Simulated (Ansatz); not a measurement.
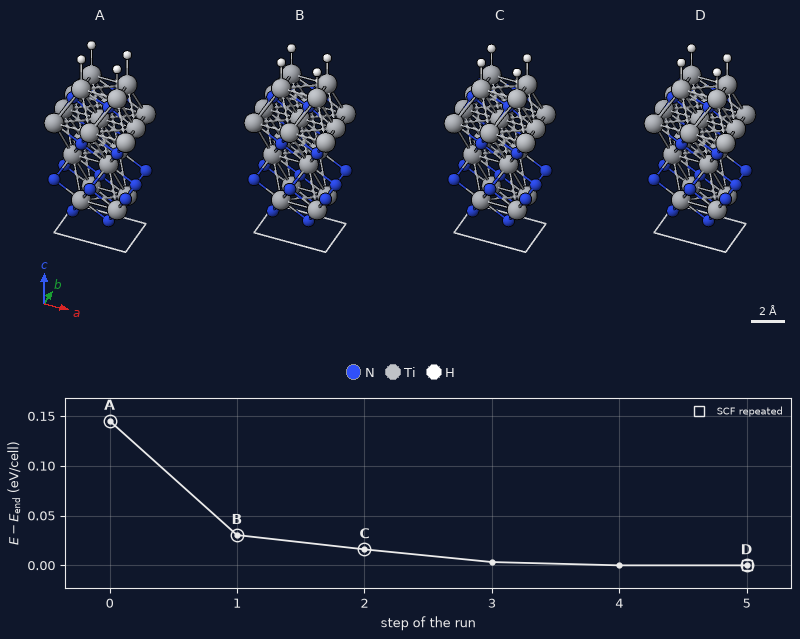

Frames of a constrained relaxation of a slab of composition Ti$_{4}$HN$_{4}$ (cut from the Fm-3m phase), marked on the history of the run. Style: ball-and-stick. Shown: the 2 × 2 repeat of the cell, outlined in the plane, without the vacuum, slightly off an axis.

Case: H put at a top Ti site. The slab is the (1 1 1) face of TiN with H on it. 4 atoms are held fixed.

Theory: Ansatz, DFT PBEsol, scalar-relativistic, plane waves, PAW. Set-up: plane-wave cutoff 420 eV; k-point mesh 12 × 12 × 1; occupations gaussian; smearing width 0.1 eV; no spin polarisation; dipole correction; atoms relaxed in a fixed cell; force threshold 0.03 eV/Å; at most 70 steps.

**Describe the path.**

Over 4 accepted moves (5 points after the start) the energy falls by 0.145 eV per cell of the calculation. The largest force component goes from 1.3 to 0.019 eV/Å. 1 step only repeated the SCF at the same geometry. The atom that moves furthest is the H atom (0.20 Å along the normal (−c)). By element the largest moves are H 0.20 Å, Ti 0.04 Å, N 0.01 Å. The cell doesn't change. Near-neighbour distances that change, for instance: H–Ti 1.920 → 1.731 Å, Ti–Ti 2.981 → 2.951 Å, N–Ti 2.118 → 2.147 Å, Ti–Ti 2.870 → 2.888 Å. Cost: 47 s on 2 threads of Intel(R) Xeon(R) Platinum 8488C (Sapphire Rapids), on a shared host, peak memory 0.57 GiB. From step 0 to 1: the H atom moves most (0.19 Å), energy −0.115 eV per cell of the calculation. From step 1 to 2: a Ti atom moves most (0.05 Å), energy −14.4 meV per cell of the calculation. From step 2 to 5: an N atom moves most (0.05 Å), energy −16.1 meV per cell of the calculation.

```csv
step,"E − E(0), meV/atom","largest force component, eV/Å",note
0,0.00,1.2829,
1,-12.75,0.9180,
2,-14.34,0.4024,
3,-15.76,0.1963,
4,-16.13,0.0186,
5,-16.13,0.0186,"same geometry, SCF repeated"
```

Limits of the set-up: the cell has an odd number of electrons but was run without spin polarisation; the periodic images lie only 3.0 Å apart, so the values are limited by the cell's size.
